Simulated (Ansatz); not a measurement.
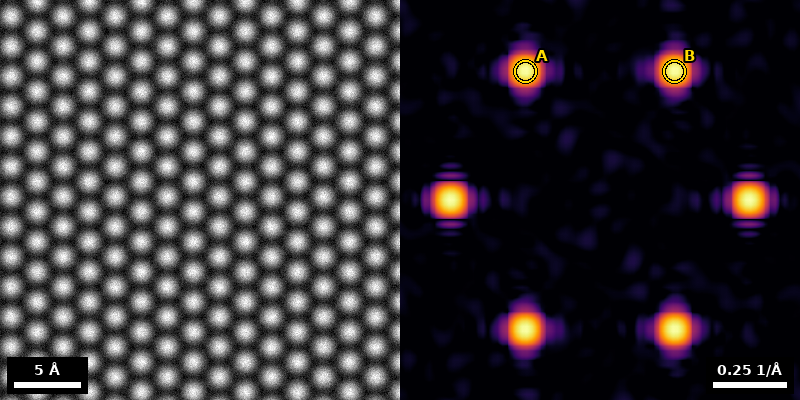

HAADF-like image of Fe (P6/mmm, No. 191) along [001]. Simulated incoherent Z contrast: every atom adds Z^1.8 spread by a probe of 1.30 Å full width; channelling and multiple scattering are left out. The display is stretched by a gamma of 0.8; percentages refer to the linear signal. Shot noise was added. Model: a calculation's starting geometry; the starting structure was generated, so it need not be a known form of this composition.

The right panel is the modulus of the image's Fourier transform on a logarithmic scale.

a = 3.906 Å, b = 3.906 Å, c = 2.464 Å, α = 90.00°, β = 90.00°, γ = 120.00°

Index the marked spots and give their plane spacings (the zone axis points at the viewer; indices equivalent by symmetry, or all signs reversed, are as good).

A: (-2 1 0), d = 1.95 Å; B: (-1 2 0), d = 1.95 Å. A and B enclose 60°, and every spot obeys the zone law hu + kv + lw = 0 for [001].
